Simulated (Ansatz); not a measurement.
# What a change does: geometry relaxation on HfN

System: HfN (Fm-3m, 2 atoms in the cell).
Method of the first run: Kohn-Sham DFT of a periodic cell, LDA, all-electron LAPW, scalar-relativistic, no spin polarisation (Ansatz 0.2.0).

The structure derives from an entry of the Crystallography Open Database. Text and figures count atoms from 1; the logs count them from 0 in places.

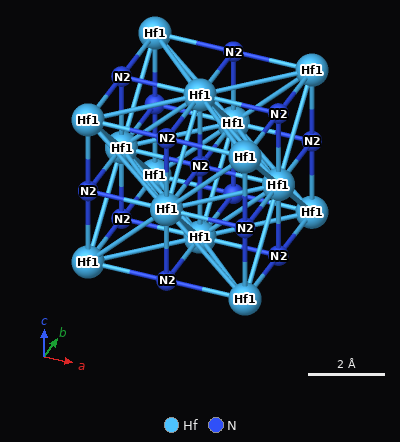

Figure 1. The structure as given in the input (ball-and-stick view of the cell 4 times as large as that of the calculation, set on its symmetry axes, seen at an oblique angle; atoms are numbered from 1 in the order of the input). Near neighbours in the crystal (not all of them lie inside the picture): Hf has 12 Hf at 3.19 Å and 6 N at 2.26 Å; N has 6 Hf at 2.26 Å.

## Input file, the first run
```yaml
crystal:
  lattice:
    - [0.0, 2.256, 2.256]
    - [2.256, 0.0, 2.256]
    - [2.256, 2.256, 0.0]
  atoms:
    - { symbol: Hf, position: [0.0, 0.0, 0.0] }
    - { symbol: "N", position: [0.5, 0.5, 0.5] }
kpoints:
  mp_grid: { grid: [10, 10, 10] }
scf:
  occupations: { method: fermi_dirac, width: 0.05 }
hamiltonian:
  xc: lda
  pseudopotentials: { kind: all_electron, lapw: { basis_error: 0.001 } }
output:
  forces: true
  stress: true
relax:
  f_tol: 0.005
  max_steps: 60
  cell: {}
```

Command:
```bash
ansatz run input.yaml --threads 1 --pin off --max-ram 3072MiB --backend cpu --events-out ev --progress --plain --runs-dir out
```

Hardware: 1 thread of Arm Neoverse V1, 24 GiB of memory available, shared host.

## Output, shortened to warnings, some set-up lines, iterations and results (the first run)
```
Basis set: ecut = 367.5605755975445 eV, 339 PW (Γ), exchange–correlation at level 2
Symmetry: 48 space group operations
k-points: 47 of 1000
Initial density: superposition of atomic densities (chi_scale 0.1, normalization cell, long waves kept (reshape's long-wave potential 0.00 eV rms))
[...]
SCF iter   1: F=—  HF=-411491.815423 eV  |F-HF|=—  |Δ(HF+E_count)|=         —  Δρ=1.28e-1  dr2=4.87e0  ethr=9.94e-3  ⟨swp⟩=2.0  Hψ=8786  notcnv=0
SCF iter   2: F=—  HF=-411490.966049 eV  |F-HF|=—  |Δ(HF+E_count)|=   8.49e-1  Δρ=8.37e-2  dr2=1.78e0  ethr=9.94e-3  ⟨swp⟩=3.0  Hψ=4224  notcnv=0
SCF iter   3: F=—  HF=-411489.883078 eV  |F-HF|=—  |Δ(HF+E_count)|=    1.08e0  Δρ=1.50e-2  dr2=6.20e-2  ethr=1.26e-4  ⟨swp⟩=2.0  Hψ=7146  notcnv=0
SCF iter   4: F=—  HF=-411489.872743 eV  |F-HF|=—  |Δ(HF+E_count)|=         —  Δρ=1.76e-3  dr2=7.39e-4  ethr=1.26e-4  ⟨swp⟩=2.1  Hψ=4435  notcnv=0
SCF iter   5: F=—  HF=-411489.863011 eV  |F-HF|=—  |Δ(HF+E_count)|=   9.73e-3  Δρ=3.46e-3  dr2=3.76e-3  ethr=1.51e-6  ⟨swp⟩=3.0  Hψ=4522  notcnv=0
[... 25 lines ...]
relax step   4: F+E_penalty+E_count = -411489.87866206 eV  Δ(F+E_penalty+E_count) = -1.142e-5 eV  max|allowed force component| = 1.183e-30 eV/Å  Δτ_max = 0.0000 Å  P = -0.005 …
SCF iter   1: F=—  HF=-411489.878662 eV  |F-HF|=—  |Δ(HF+E_count)|=         —  Δρ=9.48e-6  dr2=2.12e-8  ethr=4.33e-11  ⟨swp⟩=2.4  Hψ=6516  notcnv=0
SCF iter   2: F=-411489.878662 eV  HF=-411489.878662 eV  |F-HF|=6.46e-9  |Δ(HF+E_count)|=   1.29e-8  Δρ=4.54e-6  dr2=2.58e-9  ethr=4.33e-11  ⟨swp⟩=2.3  Hψ=4216  notcnv=0
SCF 5 converged in 2 iterations: F = -411489.878662 eV  dr2 = 2.58e-9
relax step   5: F+E_penalty+E_count = -411489.87866155 eV  Δ(F+E_penalty+E_count) = +5.017e-7 eV  max|allowed force component| = 1.315e-30 eV/Å  Δτ_max = 0.0000 Å  P = -0.007 …
basis re-selected at this cell: Δ(F+E_penalty+E_count) = +5.017e-7 eV, ΔP = -0.002 GPa vs the last step (what re-selecting the basis moved, after the strain that the cell walked since its last selection, with what the two solves' SCF thresholds leave and, on support functions, any second-order …
SCF converged after 2 iterations
Free energy (F): -411489.878662 eV
Harris-Foulkes:  -411489.878662 eV  (|F-HF|=6.46e-9)
Internal energy: -411489.872581 eV  (E = F + TS)
E sigma→0 (E₀):  -411489.875621 eV
Entropy (-TS):   -0.006081 eV (-3.040 meV/atom)
Fermi energy:    24.693777 eV
--- Per-component energies (eV) ---
  E_band       = -4349.394161
  E_kinetic    = 457564.072911
  E_xc         = -8349.394118
  E_electrostatic = -860704.551375  (all electrons and nuclei)
  E_smearing   = -0.006081  (= −TS)
  E_closure    = 0.000000  (closes the sum)
  E_atoms      = -411468.675594  (free atoms, spherical and without spin; not in F)
  Σ components = -411489.878662   (vs F -411489.878662, Δ=0.00e0)
  Basis errors (estimates in eV, not in F): energy 3.6e-4 per atom: plane waves 3.3e-4 (1.9e-4 summed), levels above the bands 2.2e-22, relativity 1.1e-8, radial functions 2.5e-5, core shells 1.5e-6; eigenvalues (radial functions only) 3.5e-6; not estimated: angular momenta, meshes, grids; target …
--- Forces (eV/Å), atoms counted from 1 ---
  atom   1  Hf     0.00000000    -0.00000000     0.00000000
  atom   2  N      0.00000000    -0.00000000     0.00000000
  max |Σ_I F_I| component: 2.63e-30 eV/Å
--- Stress (GPa, compression-positive) ---
       -0.006542      -0.000000      -0.000000
       -0.000000      -0.006542      -0.000000
       -0.000000      -0.000000      -0.006542
  P = ⅓ Tr σ = -0.0065 GPa (-0.065 kbar)
--- Relaxed structure (4 steps of the walk, 4 accepted, 1 SCFs on fresh bases) ---
  F+E_penalty+E_count = -411489.87866155 eV   max|allowed force component| = 1.315e-30 eV/Å   (the final SCF, on the basis selected at the relaxed cell)
  cell:  # Å, volume = 22.3099 Å³
    - [-2.3108308321061655e-34, 2.2343745487769002, 2.2343745487769002]
    - [2.2343745487769002, 1.3994359673159723e-33, 2.2343745487769002]
    - [2.2343745487769002, 2.2343745487769002, 1.0700281269080738e-33]
  atoms:
    - { symbol: Hf, position: [-2.4454728811406836e-36, 3.557051463475967e-36, 2.8901043140760933e-36] }
[...]
```

The input of the second run differs as follows (lines with − go, lines with + come):
```diff
-  xc: lda
+  xc: pbesol
+  dispersion: d4
-  f_tol: 0.005
+  f_tol: 0.02
```

How does the second run compare with the first run?

The total energies belong to different models, so their difference says nothing on which is more stable or more accurate. The volume per atom goes from 11.15 to 11.30 Å³. The functional changes from LDA to PBEsol. The SCF takes 24 iterations over all geometry steps against 25.

## Output, shortened to warnings, some set-up lines, iterations and results (the second run)
```
Basis set: ecut = 367.67115834623354 eV, 339 PW (Γ), exchange–correlation at level 2
Symmetry: 48 space group operations
k-points: 47 of 1000
Initial density: superposition of atomic densities (chi_scale 0.1, normalization cell, long waves kept (reshape's long-wave potential 0.00 eV rms))
[...]
SCF iter   1: F=—  HF=-411617.435819 eV  |F-HF|=—  |Δ(HF+E_count)|=         —  Δρ=1.24e-1  dr2=4.59e0  ethr=9.36e-3  ⟨swp⟩=2.0  Hψ=8780  notcnv=0
SCF iter   2: F=—  HF=-411616.585938 eV  |F-HF|=—  |Δ(HF+E_count)|=   8.50e-1  Δρ=7.84e-2  dr2=1.55e0  ethr=9.36e-3  ⟨swp⟩=3.0  Hψ=4223  notcnv=0
SCF iter   3: F=—  HF=-411615.627395 eV  |F-HF|=—  |Δ(HF+E_count)|=   9.59e-1  Δρ=1.45e-2  dr2=5.65e-2  ethr=1.15e-4  ⟨swp⟩=2.0  Hψ=7320  notcnv=0
SCF iter   4: F=—  HF=-411615.621197 eV  |F-HF|=—  |Δ(HF+E_count)|=         —  Δρ=1.51e-3  dr2=4.40e-4  ethr=1.15e-4  ⟨swp⟩=2.0  Hψ=4403  notcnv=0
SCF iter   5: F=—  HF=-411615.612530 eV  |F-HF|=—  |Δ(HF+E_count)|=   8.67e-3  Δρ=2.96e-3  dr2=2.75e-3  ethr=8.98e-7  ⟨swp⟩=3.0  Hψ=4630  notcnv=0
[... 24 lines ...]
relax step   4: F+E_penalty+E_count = -411615.61662355 eV  Δ(F+E_penalty+E_count) = -9.318e-7 eV  max|allowed force component| = 1.381e-30 eV/Å  Δτ_max = 0.0000 Å  P = -0.001 …
SCF iter   1: F=—  HF=-411615.616623 eV  |F-HF|=—  |Δ(HF+E_count)|=         —  Δρ=2.91e-6  dr2=1.65e-9  ethr=7.42e-12 (applied; sched 3.32e-12)  ⟨swp⟩=3.1  Hψ=7226  notcnv=0
SCF iter   2: F=-411615.616623 eV  HF=-411615.616623 eV  |F-HF|=6.40e-10  |Δ(HF+E_count)|=   5.56e-7  Δρ=1.56e-6  dr2=2.47e-10  ethr=7.96e-12 (applied; sched 3.32e-12)  …
SCF 5 converged in 2 iterations: F = -411615.616623 eV  dr2 = 2.47e-10
relax step   5: F+E_penalty+E_count = -411615.61662345 eV  Δ(F+E_penalty+E_count) = +1.038e-7 eV  max|allowed force component| = 2.958e-31 eV/Å  Δτ_max = 0.0000 Å  P = -0.001 …
basis re-selected at this cell: Δ(F+E_penalty+E_count) = +1.038e-7 eV, ΔP = -0.000 GPa vs the last step (what re-selecting the basis moved, after the strain that the cell walked since its last selection, with what the two solves' SCF thresholds leave and, on support functions, any second-order …
SCF converged after 2 iterations
Free energy (F): -411615.616623 eV
Harris-Foulkes:  -411615.616623 eV  (|F-HF|=6.40e-10)
Internal energy: -411615.610410 eV  (E = F + TS)
E sigma→0 (E₀):  -411615.613517 eV
Entropy (-TS):   -0.006214 eV (-3.107 meV/atom)
Fermi energy:    24.596019 eV
--- Per-component energies (eV) ---
  E_band       = -4363.982120
  E_kinetic    = 457786.536117
  E_xc         = -8475.715310
  E_electrostatic = -860926.099702  (all electrons and nuclei)
  E_disp       = -0.331514  (pairwise vdW)
  E_smearing   = -0.006214  (= −TS)
  E_closure    = 0.000000  (closes the sum)
  E_atoms      = -411595.030029  (free atoms, spherical and without spin; not in F)
  Σ components = -411615.616623   (vs F -411615.616623, Δ=0.00e0)
  Basis errors (estimates in eV, not in F): energy 3.4e-4 per atom: plane waves 3.2e-4 (1.8e-4 summed), levels above the bands 2.5e-21, relativity 3.7e-8, radial functions 2.1e-5, core shells 1.3e-6; eigenvalues (radial functions only) 3.5e-6; not estimated: angular momenta, meshes, grids; target …
--- Forces (eV/Å), atoms counted from 1 ---
  atom   1  Hf     0.00000000     0.00000000     0.00000000
  atom   2  N      0.00000000     0.00000000     0.00000000
  max |Σ_I F_I| component: 1.77e-30 eV/Å
--- Stress (GPa, compression-positive) ---
       -0.000985      -0.000000      -0.000000
       -0.000000      -0.000985      -0.000000
       -0.000000      -0.000000      -0.000985
  P = ⅓ Tr σ = -0.0010 GPa (-0.010 kbar)
--- Relaxed structure (4 steps of the walk, 4 accepted, 1 SCFs on fresh bases) ---
  F+E_penalty+E_count = -411615.61662345 eV   max|allowed force component| = 2.958e-31 eV/Å   (the final SCF, on the basis selected at the relaxed cell)
  cell:  # Å, volume = 22.5961 Å³
    - [7.146955909031188e-34, 2.2438873297413693, 2.2438873297413693]
    - [2.2438873297413693, 6.990213507628637e-34, 2.2438873297413693]
    - [2.2438873297413693, 2.2438873297413693, 8.022722977185117e-34]
  atoms:
[...]
```

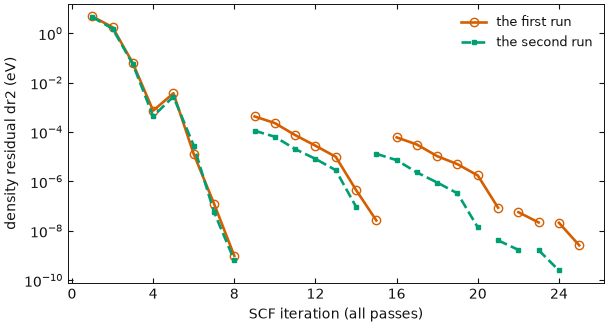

Figure 2. Convergence of the two runs: density residual dr2 against the SCF iteration. A break in a curve parts two SCF passes. The first run takes 25 iterations in all, and the second run takes 24.

## The two runs side by side

```tsv
quantity	the first run	the second run
outcome	converged	converged
free energy per atom (eV)	−205744.9393	−205807.8083
energy per atom, smearing taken to zero (eV)	−205744.9378	−205807.8068
pressure (GPa)	−0.01	0.00
volume per atom (Å³)	11.15	11.30
largest force (eV/Å)	0.000	0.000
SCF iterations	25	24
irreducible k-points	47	47
wall time (shared host)	43 s	46 s
```

For both runs: Spin–orbit coupling is left out, which matters for Hf. The cell holds an odd number of electrons but the run has no spin polarisation, so it comes out as a metal.
